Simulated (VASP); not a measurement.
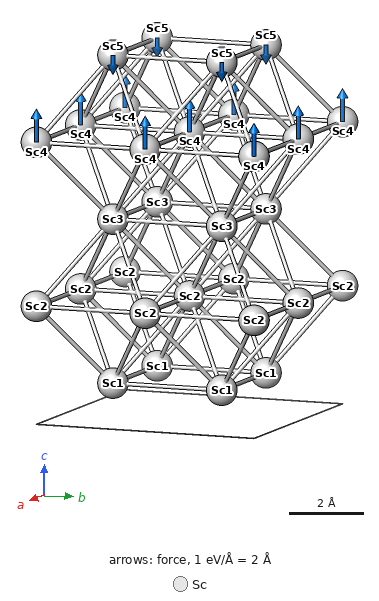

Starting geometry of a slab of composition Sc with the computed forces as blue arrows. The picture is a ball-and-stick view of the 2 × 2 repeat of the cell, outlined in the plane, without the vacuum, seen slightly off an axis.

The run lets the atoms move in a fixed cell. 2 atoms are held fixed.

All numbers below come from Kohn-Sham DFT of a periodic cell, PBE, VASP PAW PBE potentials, recommended (VASP).

Input
```
ALGO = Fast
DIPOL = 0.5 0.5 0.500
EDIFF = 1E-6
EDIFFG = -0.01
ENCUT = 520
GGA = PE
IBRION = 2
IDIPOL = 3
ISIF = 2
ISMEAR = 0
LASPH = T
LCHARG = F
LDIPOL = T
LREAL = F
LWAVE = F
NELM = 60
NSW = 60
PREC = Accurate
SIGMA = 0.05
```

Launched with:
```bash
cat potpaw_PBE.64/Sc_sv/POTCAR > POTCAR
mpirun -np 1 vasp_std > vasp.out
```

Is this structure relaxed? If not, where do the atoms go?

It isn't relaxed: the largest force vector, on Sc4, is 0.47 eV/Å. The final displacements follow the starting forces only in part (cosine between the two patterns 0.60). Over 12 geometry steps the energy falls by 30.3 meV per cell of the calculation. Largest force component: 0.47 eV/Å at the start, 0.3 eV/Å at the end. Sc4 moves most: 0.16 Å along the normal (+c). The cell doesn't change. Near-neighbour distances that change, for instance: Sc4–Sc5 3.211 → 3.137 Å, Sc3–Sc4 3.211 → 3.273 Å, Sc2–Sc3 3.211 → 3.263 Å.
